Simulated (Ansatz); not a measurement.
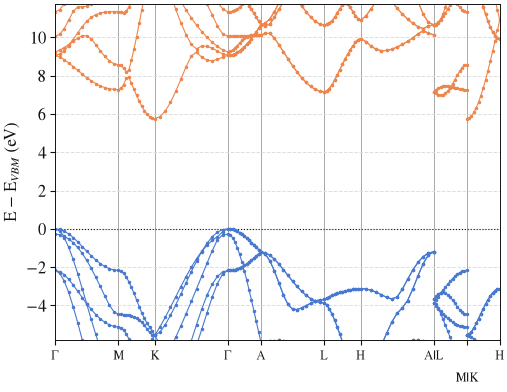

Band structure. Energies are counted from the top of the valence band.

The material is wurtzite BN, space group P6_3mc, 4 atoms in the cell; a = 2.554 Å, c = 4.227 Å (hexagonal axes).

Computed with Ansatz 0.2.0: r2SCAN, Ansatz PAW, no spin polarisation, no spin-orbit coupling, 12×12×6 k mesh, 500 eV cutoff.

> What does the band structure say about the gap?

The material is gapped. The gap along this path is 5.76 eV and indirect, from the valence-band top at Γ to the conduction-band bottom at K; the smallest direct gap is 8.93 eV, between Γ and M.

> What are the direct gaps at A, H and M?

The direct gaps are 11.34 eV at A, 13.06 eV at H and 9.44 eV at M.

> How much do the top valence band and the lowest conduction band disperse along the path?

The top valence band spans 5.6 eV and the lowest conduction band 4.6 eV.

The PAW data sets were made with another functional. LDA, GGA and most meta-GGA functionals understate gaps. The cell is at −5 GPa in this functional. The usual form of BN is layered hexagonal.
